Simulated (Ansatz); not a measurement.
# Molecular dynamics, with input and output: WC (part 3 of 5)

The same run, continued: WC (P1, 16 atoms in the cell); DFT PBE, scalar-relativistic, plane waves, PAW, PAW set soft_1, no spin polarisation (Ansatz 0.2.0); cutoff 420 eV, 3×3×3 k-mesh, Fermi–Dirac smearing of 0.36 eV. The structure derives from an entry of the Crystallography Open Database. It belongs to a series of runs on one base structure; here: dynamics from the last frame of the run before.

Geometry of the input (Å; fractional positions):
```
-2.9390  -5.0905  0.0000
4.4085  -2.5453  0.0000
0.0000  0.0000  5.7524
W  0.7410  0.5235  0.0207
C  0.4710  0.7474  0.2633
W  0.7199  0.4666  0.4977
C  0.4963  0.7069  0.7513
W  0.5259  0.0463  0.0121
C  0.3025  0.1980  0.2510
W  0.4883  0.0089  0.5310
C  0.2531  0.1832  0.7295
W  0.2930  0.5263  0.0089
C  0.0172  0.7054  0.2015
W  0.2256  0.5320  0.4749
C  -0.0355  0.6231  0.6933
W  0.0094  0.0409  -0.0316
C  0.8217  0.2128  0.2145
W  0.0153  0.0219  0.4598
C  0.7761  0.1721  0.7582
```

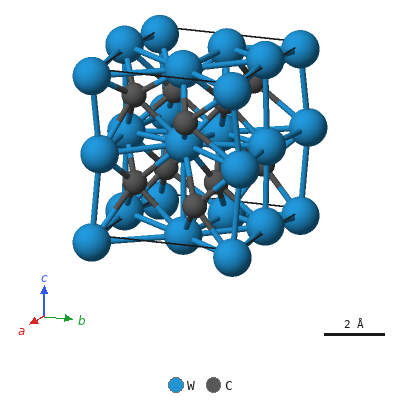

*The geometry at step 55 of the log (ball-and-stick view of the cell of the calculation, seen slightly off an axis).*

Trajectory as extended XYZ, continued
```
16
Lattice="-2.9390 -5.0905 0.0000 4.4085 -2.5453 0.0000 0.0000 0.0000 5.7524" Properties=species:S:1:pos:R:3:forces:R:3 step=23 time_fs=25.8 energy=-85089.10386 temperature=3238.5
W     0.1851   -5.1393   -0.0043   -4.4981  -2.2908  -0.5145
C     1.3026   -4.5499    1.5092    4.4235   3.4543  -0.6994
W     0.0772   -4.8824    3.0328   -4.1065  -6.5885  -4.4910
C     1.3508   -4.1767    4.2080    3.8324   0.7984   2.4399
W    -1.5179   -2.6420    0.1906    3.3094  -1.1987  -3.9253
C     0.2640   -1.7632    1.4240   -2.8359  -0.9777  -2.0726
W    -1.4926   -2.4806    2.9129    1.4387  -0.3156  -2.3566
C    -0.0135   -1.8351    4.3953    0.6872   0.1832  -1.1125
W     1.5774   -2.8709    0.0655   -0.9546   5.7620  -2.3053
C     3.1290   -1.7553    1.3422   -0.4523  -1.3809  -0.8995
W     1.6763   -2.5405    2.6695   -1.0990  -0.0915   4.8942
C     3.1851   -1.8312    4.0392   -2.4170   1.7733   1.9641
W    -0.0198   -0.1153   -0.2672    2.7657   0.6583   4.4871
C    -1.3435   -4.4259    1.3633   -1.0913   1.1077  -0.2073
W     0.0915   -0.1995    2.7286    1.7874   3.0500   0.2647
C    -1.5076   -4.0051    4.0393   -0.7895  -3.9435   4.5341
16
Lattice="-2.9390 -5.0905 0.0000 4.4085 -2.5453 0.0000 0.0000 0.0000 5.7524" Properties=species:S:1:pos:R:3:forces:R:3 step=27 time_fs=30.2 energy=-85088.82256 temperature=2993.2
W     0.1803   -5.1375   -0.0338   -4.3069  -1.1431   0.0284
C     1.2875   -4.5456    1.5419    4.3673   3.6757  -1.8798
W     0.1008   -4.8786    3.0539   -3.9815  -6.5309  -4.1089
C     1.4066   -4.0932    4.2056    2.7614  -1.0481   1.4587
W    -1.5536   -2.6199    0.2059    4.1589  -1.7358  -4.3628
C     0.1706   -1.7098    1.4335   -1.6765  -2.0429  -2.0906
W    -1.5123   -2.4790    2.8798    2.2803  -1.6673  -0.7680
C     0.0193   -1.8252    4.3206    0.5545   0.3779  -0.5858
W     1.6100   -2.8776    0.0524   -1.9016   6.9689  -1.3852
C     3.0613   -1.6805    1.2394    0.0316  -2.6385   0.8652
W     1.6706   -2.5456    2.6802   -1.2830   1.0104   3.6707
C     3.1955   -1.8618    4.1291   -3.1234   2.2281   0.0106
W    -0.0391   -0.1093   -0.2799    3.8762  -0.1588   5.2872
C    -1.2886   -4.3876    1.4285   -1.7124   1.1347  -0.4289
W     0.0924   -0.2055    2.7407    1.6207   3.9108   0.2902
C    -1.4080   -4.0308    4.0953   -1.6656  -2.3411   3.9992
16
Lattice="-2.9390 -5.0905 0.0000 4.4085 -2.5453 0.0000 0.0000 0.0000 5.7524" Properties=species:S:1:pos:R:3:forces:R:3 step=32 time_fs=35.8 energy=-85088.69462 temperature=2958.4
W     0.1654   -5.1388   -0.0626   -3.9239  -0.0753   1.2254
C     1.3435   -4.5019    1.5414    2.0763   3.3947  -1.6566
W     0.1216   -4.8897    3.0706   -2.4580  -4.6510  -3.9548
C     1.5427   -3.9698    4.2672    0.1552  -5.5680  -2.4283
W    -1.5954   -2.5898    0.2132    5.3536  -2.9113  -5.1449
C     0.0479   -1.7024    1.3915   -0.4566  -1.4413  -0.8840
W    -1.5425   -2.4722    2.8440    3.9335  -3.5405   2.0246
C     0.0578   -1.7951    4.2210    0.2946   0.2372  -0.1121
W     1.6427   -2.8805    0.0338   -2.9260   9.4450   0.8842
C     3.0254   -1.6467    1.1749    0.0787  -2.8952   2.0248
W     1.6692   -2.5510    2.6970   -1.8739   2.0084   2.3535
C     3.1244   -1.8778    4.2068   -2.3158   2.3926  -1.4736
W    -0.0663   -0.1122   -0.2882    4.9451  -0.6405   5.7773
C    -1.2810   -4.3228    1.5123   -1.4579   0.5174  -0.5669
W     0.0906   -0.2073    2.7619    1.2053   3.8199  -0.1676
C    -1.2905   -4.1190    4.2528   -2.6301  -0.0920   2.0992
16
Lattice="-2.9390 -5.0905 0.0000 4.4085 -2.5453 0.0000 0.0000 0.0000 5.7524" Properties=species:S:1:pos:R:3:forces:R:3 step=36 time_fs=40.3 energy=-85088.47312 temperature=2520.9
W     0.1405   -5.1384   -0.0839   -2.8558  -0.3320   3.2430
C     1.4047   -4.4340    1.5515   -0.2718   2.6616  -1.4696
W     0.1248   -4.9046    3.0810   -2.2735  -3.1087  -4.0396
C     1.6560   -3.9291    4.2871   -0.9039  -7.2695  -3.9924
W    -1.6248   -2.5650    0.2150    5.9284  -3.9925  -5.5682
C    -0.0481   -1.7248    1.3741    0.6885  -0.4226  -0.1720
W    -1.5617   -2.4712    2.8285    5.0287  -3.9291   3.4922
C     0.0956   -1.7626    4.1438   -0.0152  -0.2039   0.4325
W     1.6639   -2.8695    0.0169   -4.1971  10.4974   2.0470
C     3.0420   -1.7120    1.1511   -0.1157  -1.6339   2.2854
W     1.6646   -2.5493    2.7063   -2.1276   2.2098   1.8078
C     3.0358   -1.8435    4.2498   -0.7109   1.9330  -1.7119
W    -0.0849   -0.1182   -0.2901    5.1745  -0.6063   5.5168
C    -1.2918   -4.2774    1.5483   -1.1145  -0.1866  -0.4397
W     0.0929   -0.1978    2.7836    0.4978   3.7014  -1.1456
C    -1.2545   -4.1784    4.4128   -2.7318   0.6820  -0.2857
16
Lattice="-2.9390 -5.0905 0.0000 4.4085 -2.5453 0.0000 0.0000 0.0000 5.7524" Properties=species:S:1:pos:R:3:forces:R:3 step=41 time_fs=45.9 energy=-85088.65105 temperature=2377.2
W     0.0995   -5.1419   -0.0993   -0.7592  -1.2973   5.7024
C     1.4278   -4.3465    1.5092   -1.0155   1.2207   0.0307
W     0.1194   -4.9216    3.0849   -2.4124  -2.0685  -4.3994
C     1.7115   -4.0373    4.2226   -1.7084  -3.7886  -0.4497
W    -1.6428   -2.5362    0.2074    6.1736  -4.9354  -5.3407
C    -0.1010   -1.7529    1.3658    1.6352   0.4585   0.1194
W    -1.5669   -2.4789    2.8312    5.2147  -3.6166   2.5958
C     0.1302   -1.7508    4.0661   -0.4684  -0.5045   1.3533
W     1.6910   -2.8512    0.0033   -5.6470   8.6429  -0.6361
C     3.0809   -1.8106    1.1360   -0.7305  -0.0627   2.8380
W     1.6483   -2.5500    2.7140   -1.8993   1.8107   1.5439
C     2.9091   -1.7528    4.2889    1.3734   0.5492  -1.5973
W    -0.1023   -0.1193   -0.2780    4.8747  -0.8610   4.3147
C    -1.2955   -4.2148    1.5730   -0.9761  -1.1192  -0.2388
W     0.1056   -0.1801    2.8049   -0.3111   3.6667  -2.0613
C    -1.2650   -4.2636    4.6098   -3.3436   1.9050  -3.7748
16
Lattice="-2.9390 -5.0905 0.0000 4.4085 -2.5453 0.0000 0.0000 0.0000 5.7524" Properties=species:S:1:pos:R:3:forces:R:3 step=45 time_fs=50.4 energy=-85088.64178 temperature=2278.0
W     0.0660   -5.1587   -0.0955    0.0882  -0.9584   6.1760
C     1.4081   -4.2549    1.4503   -0.5626  -0.7365   1.2799
W     0.1095   -4.9328    3.0795   -2.7340  -1.8139  -4.8436
C     1.7048   -4.1751    4.1471   -2.4683   0.1941   3.1989
W    -1.6483   -2.5249    0.1838    5.8581  -4.8766  -4.2174
C    -0.1252   -1.7667    1.3795    1.9437   0.8496  -0.0721
W    -1.5730   -2.4881    2.8410    5.8279  -3.7298   0.4582
C     0.1678   -1.7727    4.0245   -1.0820  -0.0841   2.0418
W     1.7129   -2.8357   -0.0048   -6.0912   7.3973  -2.5429
C     3.1100   -1.8500    1.1746   -1.2867   0.5912   2.6075
W     1.6336   -2.5542    2.7188   -1.5047   1.4611   1.3740
C     2.8515   -1.6681    4.2809    2.1261  -0.8045  -1.1922
W    -0.1176   -0.1231   -0.2565    4.6729  -1.0529   3.3755
C    -1.3009   -4.2033    1.5924   -1.0485  -1.2325  -0.4474
W     0.1180   -0.1575    2.8179   -0.8085   3.2049  -2.2037
C    -1.3062   -4.2461    4.6952   -2.9305   1.5910  -4.9926
16
Lattice="-2.9390 -5.0905 0.0000 4.4085 -2.5453 0.0000 0.0000 0.0000 5.7524" Properties=species:S:1:pos:R:3:forces:R:3 step=50 time_fs=56.0 energy=-85088.98830 temperature=2735.5
W     0.0294   -5.1879   -0.0855   -0.4273   0.5547   5.4582
C     1.3217   -4.1554    1.4236    0.7193  -3.0735   1.1315
W     0.0809   -4.9555    3.0651   -3.0085  -1.3773  -5.3975
C     1.6405   -4.3400    4.1612   -2.3793   2.7006   4.1789
W    -1.6420   -2.5218    0.1470    4.3494  -4.6277  -2.4778
C    -0.1504   -1.7827    1.3725    2.2046   1.1841   0.1569
W    -1.5721   -2.4909    2.8543    5.4532  -3.7756  -0.8407
C     0.1572   -1.8191    4.0160   -1.3414   0.6504   2.3422
W     1.7406   -2.8164   -0.0137   -6.5393   6.5981  -2.9162
C     3.1293   -1.8993    1.2769   -1.5951   1.3277   1.3250
W     1.6139   -2.5662    2.7271   -1.5308   1.3345   1.4737
C     2.8068   -1.5740    4.2411    2.3309  -2.6502  -0.2868
W    -0.1344   -0.1382   -0.2297    4.3840  -0.8585   3.1330
C    -1.3890   -4.2330    1.6084   -0.2843  -0.5475  -0.9924
W     0.1282   -0.1286    2.8266   -1.5338   2.0856  -1.5493
C    -1.4244   -4.2316    4.6928   -0.8016   0.4744  -4.7389
16
Lattice="-2.9390 -5.0905 0.0000 4.4085 -2.5453 0.0000 0.0000 0.0000 5.7524" Properties=species:S:1:pos:R:3:forces:R:3 step=55 time_fs=61.6 energy=-85090.17978 temperature=3541.0
W    -0.0040   -5.2213   -0.0720   -1.0318   1.8308   4.4045
C     1.2488   -4.1183    1.4389    1.4804  -3.6289   0.2881
W     0.0493   -4.9881    3.0504   -2.7449  -0.9588  -5.5429
C     1.5267   -4.4367    4.2899   -0.5685   2.5989   1.4978
W    -1.6321   -2.5234    0.1113    3.4119  -5.1223  -1.3392
C    -0.1432   -1.7621    1.3608    1.7533   0.6844   0.6413
W    -1.5689   -2.5032    2.8688    3.4217  -2.9471  -0.1645
C     0.1462   -1.8493    4.0390   -1.5154   1.1173   2.3903
W     1.7763   -2.7990   -0.0229   -7.5016   5.6643  -1.9654
C     3.0942   -1.9000    1.4142   -1.0907   1.6094  -0.5025
W     1.5876   -2.5730    2.7435   -1.8016   1.0149   1.5281
C     2.8323   -1.5651    4.2054    1.9125  -3.3606   0.5148
W    -0.1470   -0.1577   -0.1967    4.6888  -0.0529   3.2787
C    -1.5150   -4.2983    1.5726    1.2247   0.7481  -1.5219
W     0.1249   -0.1002    2.8308   -2.4351   0.8344  -0.2339
C    -1.5325   -4.2352    4.5741    0.7962  -0.0319  -3.2733
16
Lattice="-2.9390 -5.0905 0.0000 4.4085 -2.5453 0.0000 0.0000 0.0000 5.7524" Properties=species:S:1:pos:R:3:forces:R:3 step=59 time_fs=66.1 energy=-85091.31873 temperature=4239.3
W    -0.0277   -5.2477   -0.0595   -1.4584   2.3658   3.8129
C     1.2120   -4.1602    1.4205    2.0728  -2.5344   0.5434
W     0.0208   -5.0098    3.0331   -2.1796  -1.5617  -4.8450
C     1.4282   -4.4752    4.4011    0.8042   2.4261  -0.7563
W    -1.6109   -2.5312    0.0785    2.9070  -5.1544  -0.8111
C    -0.0958   -1.7159    1.3257    1.0417  -0.4969   1.4461
W    -1.5673   -2.5194    2.8810    2.2350  -2.2667  -0.2432
C     0.1087   -1.8686    4.1004   -1.1860   1.3023   1.8277
W     1.8031   -2.7805   -0.0362   -8.6447   4.5344  -0.6299
C     3.0477   -1.8682    1.5137   -0.5218   1.5720  -1.4796
W     1.5542   -2.5842    2.7650   -1.9145   0.4851   1.2474
C     2.8827   -1.6298    4.2353    1.2645  -2.3976  -0.2595
W    -0.1456   -0.1703   -0.1603    5.3129   0.8186   2.5896
C    -1.5702   -4.3576    1.5308    1.8762   1.6318  -1.8200
W     0.1156   -0.0787    2.8388   -3.1186  -0.2139   0.3911
C    -1.6010   -4.2152    4.4128    1.5093  -0.5105  -1.0137
16
Lattice="-2.9390 -5.0905 0.0000 4.4085 -2.5453 0.0000 0.0000 0.0000 5.7524" Properties=species:S:1:pos:R:3:forces:R:3 step=64 time_fs=71.7 energy=-85092.16896 temperature=4018.0
W    -0.0583   -5.2839   -0.0445   -1.0379   2.5091   2.9738
C     1.2092   -4.2618    1.4257    2.5515  -0.7636   0.3341
W    -0.0202   -5.0345    3.0056   -1.2687  -2.1461  -3.7029
C     1.3351   -4.4348    4.4728    1.7985   1.5958  -2.1628
W    -1.5775   -2.5498    0.0436    1.7420  -4.3166  -0.5089
C    -0.0012   -1.6978    1.2954    0.0962  -1.5547   1.9288
W    -1.5687   -2.5372    2.8992    1.4638  -1.2133  -1.3654
C     0.0456   -1.8355    4.1942   -0.4397   0.6723   0.7219
W     1.8181   -2.7411   -0.0574   -9.5516   2.5758   1.2894
C     2.9646   -1.7949    1.5894    0.4464   0.8340  -1.9075
W     1.5042   -2.6034    2.7918   -1.7822   0.1035   1.0549
C     2.9637   -1.7861    4.2377    0.0735   0.2417  -0.6944
W    -0.1302   -0.1862   -0.1221    5.6086   1.5915   1.8113
C    -1.6153   -4.3984    1.4501    2.0572   1.9563  -1.3897
W     0.1007   -0.0620    2.8545   -3.9792  -1.2116  -0.6724
C    -1.6597   -4.1769    4.2129    2.2216  -0.8741   2.2898
16
Lattice="-2.9390 -5.0905 0.0000 4.4085 -2.5453 0.0000 0.0000 0.0000 5.7524" Properties=species:S:1:pos:R:3:forces:R:3 step=68 time_fs=76.2 energy=-85092.10530 temperature=3971.6
W    -0.0838   -5.3051   -0.0364   -0.1376   2.7404   2.1977
C     1.2381   -4.3664    1.4042    2.4358   0.6001   0.5181
W    -0.0516   -5.0528    2.9813   -0.3759  -2.0325  -3.1696
C     1.2904   -4.3743    4.4743    1.9521   0.6764  -2.2811
W    -1.5543   -2.5745    0.0139    0.8005  -3.2492   0.0396
C     0.0734   -1.7159    1.2874   -0.5914  -1.6368   1.9093
W    -1.5766   -2.5568    2.9166    1.3153   0.4510  -2.7915
C    -0.0205   -1.7660    4.2932    0.3970  -0.6368  -0.8970
W     1.8179   -2.7037   -0.0824   -9.3432   1.2795   2.5041
C     2.9178   -1.7402    1.6368    0.6829   0.0103  -2.1927
W     1.4687   -2.6126    2.8162   -1.5528  -0.1739   0.7614
C     3.0108   -1.9014    4.1957   -0.9763   1.9228   0.0182
W    -0.1107   -0.1935   -0.0865    4.7912   2.0745   1.4609
C    -1.6495   -4.3970    1.3907    2.2984   1.8135  -0.7783
W     0.0809   -0.0461    2.8652   -3.6335  -2.0550  -1.6282
C    -1.6466   -4.1368    4.1033    1.9373  -1.7843   4.3290
16
Lattice="-2.9390 -5.0905 0.0000 4.4085 -2.5453 0.0000 0.0000 0.0000 5.7524" Properties=species:S:1:pos:R:3:forces:R:3 step=73 time_fs=81.8 energy=-85092.05201 temperature=3420.5
W    -0.1095   -5.3234   -0.0292    0.9836   3.5475   1.2631
C     1.3399   -4.4822    1.3995    1.1906   1.7336   0.3733
W    -0.0806   -5.0820    2.9448    0.6755  -1.2460  -2.3746
C     1.2631   -4.2704    4.4329    1.6818  -0.9497  -1.8312
W    -1.5365   -2.6074   -0.0248    0.1244  -1.9469   0.8560
C     0.1091   -1.7849    1.2925   -1.0107  -0.8132   1.6188
W    -1.5840   -2.5874    2.9302    1.3602   1.4035  -3.4141
C    -0.0988   -1.6771    4.3700    1.2012  -2.3697  -2.6290
W     1.8058   -2.6597   -0.1021   -8.2035   0.2911   3.0635
C     2.8957   -1.6680    1.6355    0.4224  -1.4994  -2.0029
W     1.4401   -2.6279    2.8500   -1.0991  -0.0360  -0.2685
C     3.0395   -1.9784    4.1132   -2.4342   3.0580   2.3596
W    -0.0870   -0.2013   -0.0382    3.1581   2.7144   1.2244
C    -1.6438   -4.3469    1.3084    2.0372   0.7035   0.8200
W     0.0409   -0.0224    2.8872   -1.0876  -2.6295  -3.3588
C    -1.5927   -4.1589    4.1007    1.0000  -1.9610   4.3005
16
Lattice="-2.9390 -5.0905 0.0000 4.4085 -2.5453 0.0000 0.0000 0.0000 5.7524" Properties=species:S:1:pos:R:3:forces:R:3 step=77 time_fs=86.2 energy=-85091.98571 temperature=2419.1
W    -0.1238   -5.3267   -0.0244    1.7003   4.0033   0.5006
C     1.4335   -4.5202    1.4102   -0.2627   2.1093   0.0437
W    -0.0965   -5.1019    2.9202    1.2405  -0.6059  -1.9624
C     1.2597   -4.2165    4.3770    1.4858  -1.8403  -1.0579
W    -1.5316   -2.6331   -0.0584    0.0642  -0.7001   1.5067
C     0.1409   -1.8412    1.3340   -1.5409   0.1178   0.7051
W    -1.5991   -2.6053    2.9364    1.8470   1.2222  -3.2039
C    -0.1790   -1.6413    4.3671    1.8342  -2.5485  -2.7519
W     1.7867   -2.6333   -0.1101   -7.2212  -0.3199   3.0745
C     2.8783   -1.6362    1.5967    0.5221  -2.3198  -1.5564
W     1.4261   -2.6374    2.8673   -0.7849   0.2036  -1.0235
C     3.0470   -1.9699    4.0736   -3.4664   3.3717   3.8801
W    -0.0692   -0.2049   -0.0033    2.0200   2.4294   0.6928
C    -1.6107   -4.2979    1.2247    1.6253  -0.4389   2.3969
W     0.0088    0.0024    2.9029    1.0206  -2.9858  -4.2651
C    -1.5312   -4.1972    4.1552   -0.0840  -1.6982   3.0208
16
Lattice="-2.9390 -5.0905 0.0000 4.4085 -2.5453 0.0000 0.0000 0.0000 5.7524" Properties=species:S:1:pos:R:3:forces:R:3 step=82 time_fs=91.8 energy=-85092.30056 temperature=2633.0
W    -0.1378   -5.3260   -0.0201    2.6684   4.2787  -0.2626
C     1.5327   -4.5017    1.4242   -1.9073   2.0262  -0.3821
W    -0.1060   -5.1262    2.8985    1.2641  -0.0746  -1.7294
C     1.2809   -4.1704    4.2758    1.1147  -2.8017   0.5825
W    -1.5390   -2.6675   -0.0938    0.3332   0.8794   2.5160
C     0.1324   -1.9213    1.3981   -1.8893   1.2223  -0.5197
W    -1.6163   -2.6214    2.9401    2.4711   0.5870  -2.8420
C    -0.2499   -1.6440    4.3261    2.4175  -1.6063  -1.8741
W     1.7597   -2.6065   -0.1236   -6.8273  -1.4219   3.4726
C     2.8953   -1.6531    1.5240    0.4175  -2.4610  -0.5601
W     1.4013   -2.6536    2.8823    0.0458   1.0377  -2.0332
C     2.9856   -1.8785    4.1030   -1.8024   2.3465   2.7411
W    -0.0457   -0.2081    0.0347    0.5583   1.4097  -0.5463
C    -1.6049   -4.2930    1.1606    1.7455  -0.8843   3.8929
W    -0.0169    0.0275    2.9114    0.8342  -2.8802  -2.9480
C    -1.4512   -4.2349    4.2672   -1.4440  -1.6573   0.4924
16
Lattice="-2.9390 -5.0905 0.0000 4.4085 -2.5453 0.0000 0.0000 0.0000 5.7524" Properties=species:S:1:pos:R:3:forces:R:3 step=86 time_fs=96.3 energy=-85092.44515 temperature=2696.2
W    -0.1474   -5.3244   -0.0137    3.6187   4.4106  -0.2562
C     1.5665   -4.4504    1.4408   -2.3133   1.3780  -0.6734
W    -0.1159   -5.1441    2.8822    1.4008   0.0243  -1.5523
C     1.3319   -4.1798    4.2326    0.4669  -2.8107   1.2628
W    -1.5484   -2.6994   -0.1154    0.6467   2.1559   2.9732
C     0.0999   -1.9749    1.4546   -2.0685   1.8959  -1.5265
W    -1.6291   -2.6383    2.9421    2.6964   0.2449  -2.9512
C    -0.2542   -1.6526    4.2523    2.2946  -1.0910  -0.3967
W     1.7372   -2.5837   -0.1316   -7.2933  -2.8550   4.0920
C     2.9171   -1.7218    1.4557    0.1860  -1.6175   0.5442
W     1.3758   -2.6632    2.8810    0.8374   1.3996  -1.9530
C     2.8864   -1.7788    4.1959    0.6944   0.8802  -0.1886
W    -0.0325   -0.2150    0.0597   -0.3285   0.5765  -1.6238
C    -1.6033   -4.3081    1.1349    1.6953  -0.7957   4.7086
W    -0.0377    0.0467    2.9115   -0.0458  -2.7438  -1.5907
C    -1.3854   -4.2841    4.3283   -2.4879  -1.0521  -0.8685
```
